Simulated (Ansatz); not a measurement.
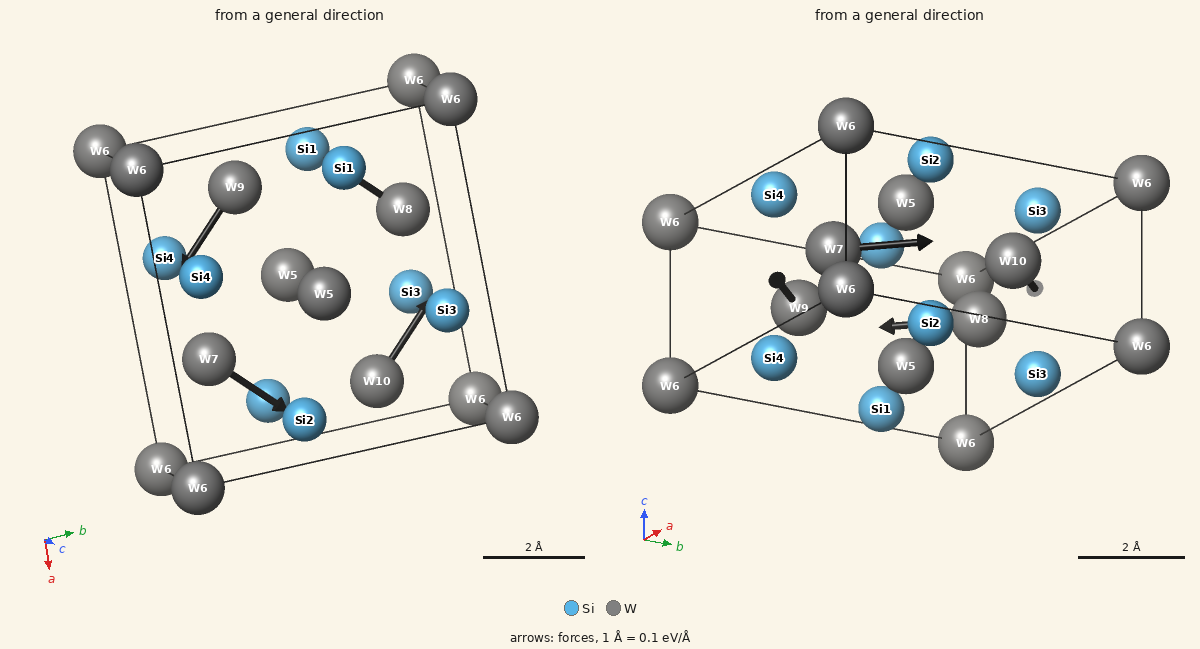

Drawn in the spheres-only manner and seen from two general directions. Lines trace the edges of the simulation cell. The arrows are the computed forces on the atoms.

System: Si2W3. Level of theory and settings: Ansatz 0.2.0, DFT PBEsol, scalar-relativistic, plane waves, PAW, 420 eV cutoff, 6×6×12 k-mesh, Gaussian smearing of 0.15 eV, no spin polarisation.

Is the structure at a minimum of the energy?

No. The atoms still feel forces of up to about 0.15 eV/Å, above a usual threshold of 0.01 to 0.03 eV/Å.

Which atom carries the strongest force?

W7, W8, W9 and W10, about 0.15 eV/Å.

The structure comes from a structure listed in the Materials Project. The cell was then strained or its atoms displaced on purpose. It was run through Ansatz as a DFT input.
